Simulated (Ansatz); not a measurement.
**Run report: Ni8H, geometry relaxation (part 2 of 3)**

Continued. System: Ni8H (slab, 9 atoms in the cell). Method: DFT PBE+D3(BJ), scalar-relativistic, plane waves, PAW, spin-polarised (Ansatz 0.2.0); cutoff 420 eV, 7×13×1 k-mesh, Gaussian smearing of 0.1 eV, collinear spins. The structure derives from an entry of the Crystallography Open Database. The input holds or restrains some coordinates. Forces given for the steps count only the free coordinates.

Geometry of the input (Å; fractional positions):
```
4.9189  0.0000  0.0000
-1.2297  2.1299  0.0000
0.0000  0.0000  25.0244
Ni 0.3333  0.3333  0.3397
Ni 0.8333  0.3333  0.3397
Ni 0.6667  0.6667  0.4199
Ni 0.1667  0.6667  0.4199
Ni 0.0000  0.0000  0.5002
Ni 0.5000  0.0000  0.5002
Ni 0.3333  0.3333  0.5804
Ni 0.8333  0.3333  0.5804
H  0.3333  0.3333  0.6427
```

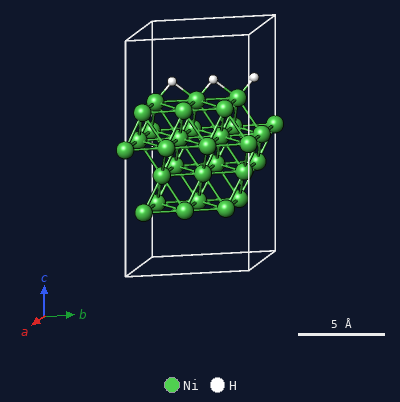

**Figure 1.** The geometry at step 7 of the log (ball-and-stick view of the 1 × 3 repeat of the cell, with the vacuum cut short, seen slightly off an axis).

The program's output, continued:
```
relax step   1: F+E_penalty+E_count = -46733.83804285 eV  Δ(F+E_penalty+E_count) = +0.000e0 eV  max|allowed force component| = 1.162e0 eV/Å  Δτ_max = 0.0000 Å  (14 SCF iters, dr2 threshold 2.25e-5 eV, accepted)
Initial density: handed on by an earlier stage of this run
Starting moments: Σ|m| = 7.16 μB on 9 of 9 sites; this step starts from the density that it was given
Initial wavefunctions: those handed on with the density
iter 1 solved again at ethr=6.16e-6 eV; its pass at ethr=3.10e-3 eV (dr2=8.94e-3 eV) is discarded
SCF iter   1: F=—  HF=-46733.876680 eV  |F-HF|=—  |Δ(HF+E_count)|=         —  Δρ=2.18e-3 (↑1.70e-3 ↓2.18e-3)  dr2=8.75e-3  dr2_m=6.51e-3  M=4.871 μB ∫|m|=5.636 μB  β_m=1.00  ethr=6.16e-6  p=-0.013 e·Å  D=-8.84e-3 V/Å  ΔV_dip=0.22 eV  dr2_dipole=7.46e-5  V_vac-E_F(+/−)=5.33/5.11 eV  ⟨swp⟩=2.4  Hψ=24167  notcnv=0  defer=1001
efield: sawtooth ramp at fractional position 0.9412 (handed on by an earlier solve), width 0.1000; the density the first Hamiltonian is built on has a dipole p = -0.013 e·Å; the dipole correction subtracts the counter field D = -8.84e-3 V/Å, which shifts the + side's vacuum level by +0.22 eV against the − side's; the planar-averaged density in the ramp window peaks in size at 3.5e-6 e/Å³
preconditioner: auto → LDOS  [metal: Δε(μ)=0.004 eV  Ē_g=7.690 eV  σ=0.100 eV  W_gap=0.02  n_scr=22 (ndim 8)  ℏωp=20.6 eV  f_vac=0.617  D(μ)=12.86/eV (n_scr^D=108)]
spin=Collinear: LDOS preconditioning applied to the charge; magnetization (m = ρ↑ − ρ↓) channel mixes plain (no charge-response kernel on spin).
SCF iter   2: F=—  HF=-46733.889076 eV  |F-HF|=—  |Δ(HF+E_count)|=   1.24e-2  Δρ=7.86e-4 (↑5.22e-4 ↓7.86e-4)  dr2=2.31e-3  dr2_m=1.65e-4  M=4.873 μB ∫|m|=5.630 μB  β_m=0.34  ethr=6.04e-6  p=-0.013 e·Å  D=-8.99e-3 V/Å  ΔV_dip=0.22 eV  dr2_dipole=3.78e-5  V_vac-E_F(+/−)=5.33/5.11 eV  ⟨swp⟩=3.0  Hψ=13637  notcnv=0  defer=1001
density mixer auto → msr1: a metal under ldos (density of states about μ 3.28 of a free-electron gas's, 48 screened modes)
SCF iter   3: F=—  HF=-46733.889233 eV  |F-HF|=—  |Δ(HF+E_count)|=   1.57e-4  Δρ=3.80e-4 (↑3.80e-4 ↓3.66e-4)  dr2=9.23e-4  dr2_m=1.04e-4  M=4.874 μB ∫|m|=5.628 μB  β_m=0.57  ethr=1.59e-6  p=-0.013 e·Å  D=-8.76e-3 V/Å  ΔV_dip=0.22 eV  dr2_dipole=1.88e-4  V_vac-E_F(+/−)=5.33/5.11 eV  ⟨swp⟩=2.4  Hψ=11709  notcnv=0  defer=1001
SCF iter   4: F=—  HF=-46733.889614 eV  |F-HF|=—  |Δ(HF+E_count)|=   3.82e-4  Δρ=1.71e-4 (↑1.71e-4 ↓1.38e-4)  dr2=1.64e-4  dr2_m=2.14e-5  M=4.876 μB ∫|m|=5.627 μB  β_m=0.61  ethr=6.37e-7  p=-0.012 e·Å  D=-8.06e-3 V/Å  ΔV_dip=0.20 eV  dr2_dipole=2.33e-5  V_vac-E_F(+/−)=5.31/5.11 eV  ⟨swp⟩=2.0  Hψ=13552  notcnv=0  defer=1001
SCF iter   5: F=—  HF=-46733.889716 eV  |F-HF|=—  |Δ(HF+E_count)|=   1.02e-4  Δρ=1.85e-4 (↑1.85e-4 ↓1.69e-4)  dr2=1.87e-4  dr2_m=1.48e-5  M=4.876 μB ∫|m|=5.626 μB  β_m=0.50  ethr=1.13e-7  p=-0.011 e·Å  D=-7.85e-3 V/Å  ΔV_dip=0.20 eV  dr2_dipole=7.72e-6  V_vac-E_F(+/−)=5.30/5.11 eV  ⟨swp⟩=2.6  Hψ=15701  notcnv=0  defer=1001
SCF iter   6: F=—  HF=-46733.889676 eV  |F-HF|=—  |Δ(HF+E_count)|=   3.95e-5  Δρ=5.90e-5 (↑5.85e-5 ↓5.90e-5)  dr2=2.44e-6  dr2_m=7.20e-6  M=4.876 μB ∫|m|=5.626 μB  β_m=0.67  ethr=1.13e-7  p=-0.011 e·Å  D=-7.76e-3 V/Å  ΔV_dip=0.19 eV  dr2_dipole=5.20e-8  V_vac-E_F(+/−)=5.30/5.11 eV  ⟨swp⟩=2.5  Hψ=15286  notcnv=0  defer=1001
SCF iter   7: F=—  HF=-46733.889689 eV  |F-HF|=—  |Δ(HF+E_count)|=   1.26e-5  Δρ=1.03e-4 (↑4.49e-5 ↓1.03e-4)  dr2=5.55e-5  dr2_m=2.70e-6  M=4.875 μB ∫|m|=5.624 μB  β_m=0.57  ethr=1.69e-9  p=-0.011 e·Å  D=-7.78e-3 V/Å  ΔV_dip=0.19 eV  dr2_dipole=7.21e-6  V_vac-E_F(+/−)=5.31/5.11 eV  ⟨swp⟩=18.2  Hψ=87087  notcnv=0
SCF iter   8: F=-46733.889686 eV  HF=-46733.889686 eV  |F-HF|=3.46e-7  |Δ(HF+E_count)|=   3.23e-6  Δρ=1.46e-5 (↑9.95e-6 ↓1.46e-5)  dr2=8.33e-7  dr2_m=1.64e-7  M=4.875 μB ∫|m|=5.624 μB  ethr=1.69e-9  p=-0.011 e·Å  D=-7.77e-3 V/Å  ΔV_dip=0.19 eV  dr2_dipole=2.00e-8  V_vac-E_F(+/−)=5.31/5.11 eV  ⟨swp⟩=16.6  Hψ=85250  notcnv=0
SCF 2 converged in 8 iterations: F = -46733.889686 eV  dr2 = 8.33e-7
relax step   2: F+E_penalty+E_count = -46733.88968611 eV  Δ(F+E_penalty+E_count) = -5.164e-2 eV  max|allowed force component| = 5.784e-1 eV/Å  Δτ_max = 0.0564 Å  (8 SCF iters, dr2 threshold 8.43e-5 eV, accepted)
[... from here on the SCF iterations and repeated set-up lines of each step are left out, up to the last step ...]
SCF 3 converged in 9 iterations: F = -46733.909962 eV  dr2 = 1.11e-5
relax step   3: F+E_penalty+E_count = -46733.90996181 eV  Δ(F+E_penalty+E_count) = -2.028e-2 eV  max|allowed force component| = 2.190e-1 eV/Å  Δτ_max = 0.2000 Å  (9 SCF iters, dr2 threshold 2.09e-5 eV, accepted)
SCF 4 converged in 10 iterations: F = -46733.947598 eV  dr2 = 8.84e-7
relax step   4: F+E_penalty+E_count = -46733.94759805 eV  Δ(F+E_penalty+E_count) = -3.764e-2 eV  max|allowed force component| = 2.082e-1 eV/Å  Δτ_max = 0.1954 Å  (10 SCF iters, dr2 threshold 6.87e-6 eV, accepted)
SCF 5 converged in 11 iterations: F = -46734.022233 eV  dr2 = 3.57e-6
relax step   5: F+E_penalty+E_count = -46734.02223264 eV  Δ(F+E_penalty+E_count) = -7.463e-2 eV  max|allowed force component| = 3.424e-1 eV/Å  Δτ_max = 0.1953 Å  (11 SCF iters, dr2 threshold 6.21e-6 eV, accepted)
SCF 6 converged in 8 iterations: F = -46734.157532 eV  dr2 = 3.61e-5
relax step   6: F+E_penalty+E_count = -46734.15753160 eV  Δ(F+E_penalty+E_count) = -1.353e-1 eV  max|allowed force component| = 4.652e-1 eV/Å  Δτ_max = 0.1950 Å  (8 SCF iters, dr2 threshold 1.00e-4 eV, accepted)
SCF 7 converged in 8 iterations: F = -46734.330956 eV  dr2 = 1.06e-5
relax step   7: F+E_penalty+E_count = -46734.33095641 eV  Δ(F+E_penalty+E_count) = -1.734e-1 eV  max|allowed force component| = 4.892e-1 eV/Å  Δτ_max = 0.1950 Å  (8 SCF iters, dr2 threshold 1.00e-4 eV, accepted)
SCF 8 converged in 8 iterations: F = -46734.441355 eV  dr2 = 1.10e-5
relax step   8: F+E_penalty+E_count = -46734.44135494 eV  Δ(F+E_penalty+E_count) = -1.104e-1 eV  max|allowed force component| = 2.190e-1 eV/Å  Δτ_max = 0.1948 Å  (8 SCF iters, dr2 threshold 1.00e-4 eV, accepted)
SCF 9 converged in 12 iterations: F = -46734.480361 eV  dr2 = 4.55e-6
relax step   9: F+E_penalty+E_count = -46734.48036147 eV  Δ(F+E_penalty+E_count) = -3.901e-2 eV  max|allowed force component| = 1.688e-1 eV/Å  Δτ_max = 0.1934 Å  (12 SCF iters, dr2 threshold 9.61e-6 eV, accepted)
SCF 10 converged in 12 iterations: F = -46734.526516 eV  dr2 = 1.72e-6
relax step  10: F+E_penalty+E_count = -46734.52651599 eV  Δ(F+E_penalty+E_count) = -4.615e-2 eV  max|allowed force component| = 1.865e-1 eV/Å  Δτ_max = 0.1904 Å  (12 SCF iters, dr2 threshold 5.71e-6 eV, accepted)
SCF 11 converged in 9 iterations: F = -46734.553649 eV  dr2 = 1.25e-5
relax step  11: F+E_penalty+E_count = -46734.55364915 eV  Δ(F+E_penalty+E_count) = -2.713e-2 eV  max|allowed force component| = 7.463e-2 eV/Å  Δτ_max = 0.1938 Å  (9 SCF iters, dr2 threshold 2.07e-5 eV, accepted)
SCF iter   1: F=—  HF=-46734.551833 eV  |F-HF|=—  |Δ(HF+E_count)|=         —  Δρ=1.68e-3 (↑8.37e-4 ↓1.68e-3)  dr2=2.17e-3  dr2_m=2.24e-3  M=4.749 μB ∫|m|=5.443 μB  β_m=1.00  ethr=1.76e-5  p=-0.002 e·Å  D=-1.09e-3 V/Å  ΔV_dip=0.03 eV  dr2_dipole=2.43e-5  V_vac-E_F(+/−)=5.12/5.09 eV  ⟨swp⟩=3.1  Hψ=20061  notcnv=0  defer=1022
efield: sawtooth ramp at fractional position 0.9412 (handed on by an earlier solve), width 0.1000; the density the first Hamiltonian is built on has a dipole p = -0.002 e·Å; the dipole correction subtracts the counter field D = -1.09e-3 V/Å, which shifts the + side's vacuum level by +0.03 eV against the − side's; the planar-averaged density in the ramp window peaks in size at 4.7e-6 e/Å³
preconditioner: auto → LDOS  [metal: Δε(μ)=0.002 eV  Ē_g=7.745 eV  σ=0.100 eV  W_gap=0.01  n_scr=22 (ndim 8)  ℏωp=20.6 eV  f_vac=0.625  D(μ)=13.51/eV (n_scr^D=134)]
spin=Collinear: LDOS preconditioning applied to the charge; magnetization (m = ρ↑ − ρ↓) channel mixes plain (no charge-response kernel on spin).
SCF iter   2: F=—  HF=-46734.554814 eV  |F-HF|=—  |Δ(HF+E_count)|=   2.98e-3  Δρ=6.32e-4 (↑5.68e-4 ↓6.32e-4)  dr2=9.28e-4  dr2_m=3.92e-5  M=4.747 μB ∫|m|=5.441 μB  β_m=0.33  ethr=1.49e-6  p=-0.002 e·Å  D=-1.14e-3 V/Å  ΔV_dip=0.03 eV  dr2_dipole=9.44e-5  V_vac-E_F(+/−)=5.13/5.10 eV  ⟨swp⟩=2.7  Hψ=14624  notcnv=0  defer=1024
density mixer auto → msr1: a metal under ldos (density of states about μ 3.40 of a free-electron gas's, 48 screened modes)
SCF iter   3: F=—  HF=-46734.554901 eV  |F-HF|=—  |Δ(HF+E_count)|=   8.76e-5  Δρ=3.91e-4 (↑3.91e-4 ↓3.30e-4)  dr2=2.60e-4  dr2_m=2.84e-5  M=4.747 μB ∫|m|=5.440 μB  β_m=0.52  ethr=6.40e-7  p=-0.002 e·Å  D=-1.25e-3 V/Å  ΔV_dip=0.03 eV  dr2_dipole=1.11e-5  V_vac-E_F(+/−)=5.13/5.10 eV  ⟨swp⟩=2.1  Hψ=9870  notcnv=0  defer=1024
SCF iter   4: F=—  HF=-46734.555028 eV  |F-HF|=—  |Δ(HF+E_count)|=   1.26e-4  Δρ=1.57e-4 (↑1.50e-4 ↓1.57e-4)  dr2=1.15e-4  dr2_m=7.48e-6  M=4.747 μB ∫|m|=5.441 μB  β_m=0.46  ethr=1.79e-7  p=-0.002 e·Å  D=-1.11e-3 V/Å  ΔV_dip=0.03 eV  dr2_dipole=6.85e-6  V_vac-E_F(+/−)=5.12/5.10 eV  ⟨swp⟩=2.2  Hψ=14754  notcnv=0  defer=1024
SCF iter   5: F=—  HF=-46734.555017 eV  |F-HF|=—  |Δ(HF+E_count)|=   1.04e-5  Δρ=4.83e-5 (↑4.26e-5 ↓4.83e-5)  dr2=4.60e-6  dr2_m=1.98e-6  M=4.747 μB ∫|m|=5.441 μB  β_m=0.63  ethr=7.94e-8  p=-0.002 e·Å  D=-1.15e-3 V/Å  ΔV_dip=0.03 eV  dr2_dipole=4.69e-7  V_vac-E_F(+/−)=5.12/5.09 eV  ⟨swp⟩=2.6  Hψ=15862  notcnv=0  defer=1024
SCF iter   6: F=—  HF=-46734.555024 eV  |F-HF|=—  |Δ(HF+E_count)|=   6.42e-6  Δρ=2.34e-5 (↑1.70e-5 ↓2.34e-5)  dr2=4.45e-6  dr2_m=1.75e-7  M=4.748 μB ∫|m|=5.442 μB  β_m=0.54  ethr=3.17e-9  p=-0.002 e·Å  D=-1.12e-3 V/Å  ΔV_dip=0.03 eV  dr2_dipole=4.32e-7  V_vac-E_F(+/−)=5.12/5.09 eV  ⟨swp⟩=2.5  Hψ=16442  notcnv=0  defer=1024
SCF iter   7: F=—  HF=-46734.555023 eV  |F-HF|=—  |Δ(HF+E_count)|=   3.15e-7  Δρ=1.05e-5 (↑7.32e-6 ↓1.05e-5)  dr2=7.28e-7  dr2_m=1.35e-7  M=4.748 μB ∫|m|=5.442 μB  β_m=0.69  ethr=3.07e-9  p=-0.002 e·Å  D=-1.10e-3 V/Å  ΔV_dip=0.03 eV  dr2_dipole=1.68e-7  V_vac-E_F(+/−)=5.12/5.09 eV  ⟨swp⟩=2.2  Hψ=11198  notcnv=0  defer=1024
SCF iter   8: F=—  HF=-46734.555024 eV  |F-HF|=—  |Δ(HF+E_count)|=   3.92e-7  Δρ=8.14e-6 (↑7.28e-6 ↓8.14e-6)  dr2=4.84e-7  dr2_m=5.68e-8  M=4.748 μB ∫|m|=5.442 μB  β_m=0.60  ethr=5.02e-10  p=-0.002 e·Å  D=-1.10e-3 V/Å  ΔV_dip=0.03 eV  dr2_dipole=3.86e-8  V_vac-E_F(+/−)=5.12/5.09 eV  ⟨swp⟩=2.1  Hψ=12267  notcnv=0  defer=1024
SCF iter   9: F=—  HF=-46734.555024 eV  |F-HF|=—  |Δ(HF+E_count)|=   1.35e-8  Δρ=3.57e-6 (↑3.34e-6 ↓3.57e-6)  dr2=7.43e-8  dr2_m=1.46e-8  M=4.748 μB ∫|m|=5.442 μB  β_m=0.61  ethr=3.34e-10  p=-0.002 e·Å  D=-1.10e-3 V/Å  ΔV_dip=0.03 eV  dr2_dipole=1.82e-8  V_vac-E_F(+/−)=5.12/5.09 eV  ⟨swp⟩=2.0  Hψ=12043  notcnv=0  defer=1024
SCF iter  10: F=—  HF=-46734.555024 eV  |F-HF|=—  |Δ(HF+E_count)|=   2.43e-8  Δρ=2.65e-6 (↑1.51e-6 ↓2.65e-6)  dr2=4.03e-8  dr2_m=5.13e-9  M=4.748 μB ∫|m|=5.442 μB  β_m=0.61  ethr=5.12e-11  p=-0.002 e·Å  D=-1.10e-3 V/Å  ΔV_dip=0.03 eV  dr2_dipole=7.54e-9  V_vac-E_F(+/−)=5.12/5.09 eV  ⟨swp⟩=3.1  Hψ=16223  notcnv=0  defer=1024
SCF iter  11: F=—  HF=-46734.555024 eV  |F-HF|=—  |Δ(HF+E_count)|=   7.15e-9  Δρ=5.33e-6 (↑1.57e-6 ↓5.33e-6)  dr2=3.54e-7  dr2_m=1.59e-8  M=4.748 μB ∫|m|=5.443 μB  β_m=0.57  ethr=2.78e-11  p=-0.002 e·Å  D=-1.10e-3 V/Å  ΔV_dip=0.03 eV  dr2_dipole=1.03e-7  V_vac-E_F(+/−)=5.12/5.09 eV  ⟨swp⟩=2.0  Hψ=12017  notcnv=0  defer=1024
SCF iter  12: F=-46734.555024 eV  HF=-46734.555024 eV  |F-HF|=9.59e-8  |Δ(HF+E_count)|=   1.91e-9  Δρ=3.14e-6 (↑6.61e-7 ↓3.14e-6)  dr2=8.39e-8  dr2_m=4.84e-9  M=4.748 μB ∫|m|=5.443 μB  ethr=2.78e-11  p=-0.002 e·Å  D=-1.10e-3 V/Å  ΔV_dip=0.03 eV  dr2_dipole=2.01e-8  V_vac-E_F(+/−)=5.12/5.09 eV  ⟨swp⟩=16.7  Hψ=65534  notcnv=0
SCF 12 converged in 12 iterations: F = -46734.555024 eV  dr2 = 8.39e-8
relax step  12: F+E_penalty+E_count = -46734.55502355 eV  Δ(F+E_penalty+E_count) = -1.374e-3 eV  max|allowed force component| = 6.645e-3 eV/Å  Δτ_max = 0.0253 Å  (12 SCF iters, accepted)
WARN: The output density's exchange-correlation potential varies sharply where the density is thin. Do not read a vacuum level from v_tot or v_xc, or from such a field of the output density. On a cell that repeats whose density bears no net charge and no dipole along the vacuum's axis use v_es (v_loc + v_h of the components); under efield.dipole_correction with no amplitude use v_es + v_field, which holds any external_charges[].barrier, or the levels of the report's work_function block, which leave it out; under a non-zero efield.amplitude the vacuum is tilted and has no level; on a cell that repeats and bears such a dipole with no correction it is tilted too, and efield.dipole_correction with no amplitude gives each side of its ramp a level where efield: is served; in a cell that repeats whose density bears a net charge (total_charge, or a fill off its count) it is curved and has none; of a slab under crystal.periodic whose density bears no net charge use v_es, which has a level on each side, short of where the two are joined; of another it falls or rises all the way out and has none; of a slab beside external_charges read slab_vacuum_level instead, which it has where they leave it neutral. The grid or the basis barely resolves most such structure, and the values can differ between equally converged runs; as a rule a tighter scf.convergence.dr2_threshold does not remove it. Where the density itself ripples (under the LDA too) a higher basis.ecutwfc lessens it. The files hold the spikes' plane waves up to the density's cutoff. Files: v_tot_of_output_density and the like, and their columns of v_z.tsv (output.write_potential); v_xc_of_output_density and the like, and their columns of v_comp_z.tsv (output.write_potential_components). Measured: with its Gaussian average of σ = 0.25 Å subtracted twice, the exchange-correlation potential is over 0.1 eV at 42 of the grid points where the equally averaged density (valence and model cores) is under 1e-3 e/Å³, and 0.174 eV at the most among them, at an averaged density of 1.0e-8 e/Å³. See output.write_potential in the manual, Limitations
SCF converged after 12 iterations
Magnetization: 4.7483 μB (74.8742 up, 70.1258 down)
Absolute magnetization: 5.4481 μB (∫|ρ↑−ρ↓|, with the PAW one-centre terms)
Spin contamination: 0.0656 ħ² per cell (⟨S²⟩ above its minimum at these occupations)
Per-site moments (μB) at R_I (Å): [(0.7027215064039168, 1.0145227058206039), (0.7171464320483162, 1.0145227058206039), (0.7150782769343222, 1.0116509928931416), (0.7086209449697362, 1.010317902717031), (0.7209372235917002, 1.010317902717031), (0.6282761456631742, 1.0132947911909782), (0.31047073352195786, 0.6882660373551743), (0.48936224694653474, 0.711678213472223), (-0.0050790793816077465, 0.6882660373551743)]
Free energy (F): -46734.555024 eV
Harris-Foulkes:  -46734.555024 eV  (|F-HF|=9.59e-8)
Internal energy: -46734.487383 eV  (E = F + TS)
E sigma→0 (E₀):  -46734.521203 eV
Entropy (-TS):   -0.067640 eV (-7.516 meV/atom)
Fermi energy:    2.734815 eV
Dipole field:    D = -0.001266 V/Å  (p = -0.001834 e·Å, saw-weighted, corrected)
Work function:   Φ+ = 5.1239 eV   Φ− = 5.0922 eV
Levels:          The Fermi level and band energies are counted from a zero that moves with the ramp; work functions are not
--- Per-component energies (eV) ---
  E_band       = -4492.503332
  E_kinetic    = 2271.813086
  E_local      = -380952.455328  (includes V_loc(G=0)·N_el)
  E_nonlocal   = 5091.488494
  E_hartree    = 187094.924985
  E_xc         = -685.377693
  E_vxc        = -883.583910  (∫ρ·V_xc dr)
  E_paw        = -13042.281153  (= ΣΔE_a)
  E_vpaw       = -4209.534041  (= ΣTr[D̂ρ^β])
  E_aug_tail   = 0.003183  (compensation charges beyond the density's cutoff)
  E_efield     = 0.000001  (sawtooth field / dipole correction)
  E_vefield    = -0.137191  (∫n·V_field dr)
  E_ewald      = 153490.294911
  E_disp       = -2.897869  (pairwise vdW)
  E_smearing   = -0.067640  (= −TS)
  E_closure    = 0.000000  (closes the sum)
  Σ components = -46734.555024   (vs F -46734.555024, Δ=0.00e0)
--- Forces (eV/Å), atoms counted from 1 ---
  atom   1  Ni     0.00699388     0.00205520     0.02014592
  atom   2  Ni    -0.00452175    -0.00197380     0.00372481
  atom   3  Ni    -0.02502503    -0.01253948    -0.03372920
  atom   4  Ni     0.02762049     0.01599023     0.00996585
  atom   5  Ni    -0.00120485    -0.00133488     0.00232628
  atom   6  Ni     0.00140813     0.00004532    -0.00246271
  atom   7  Ni    -0.00056157     0.00310023     0.00030175
  atom   8  Ni    -0.00664464    -0.00327172    -0.00134258
  atom   9  H      0.00194529    -0.00206832     0.00114281
  max |Σ_I F_I| component: 7.29e-5 eV/Å
--- Band table (eV; the first three rows and the last of 92) ---
```
